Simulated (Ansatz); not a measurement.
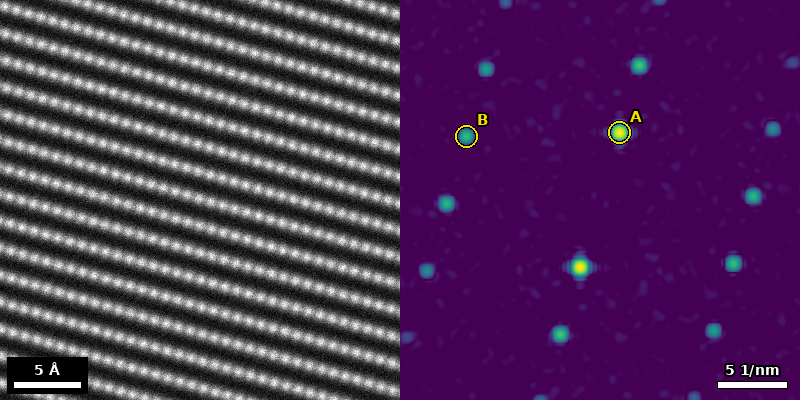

Integrated-DPC-like image of a crystal. Simulated as the projected potential of neutral atoms (B = 0.3 Å²) blurred by a 0.50 Å probe, the thin-sample limit of integrated differential phase contrast. Shot noise was added.

The right panel is the modulus of the image's Fourier transform on a logarithmic scale.

> Which lattice spacings do the marked spots stand for, and what angle do A and B enclose?

A: 1.9 Å, B: 0.9 Å; A and B enclose about 81°.

The crystal is V (R-3m, No. 166) along [310]; the spots are (003) and (1 -3 1). Structure used: coordinates from a relaxation with Ansatz, DFT r2SCAN, scalar-relativistic, plane waves, PAW; the starting structure was generated, so it need not be a known form of this composition.
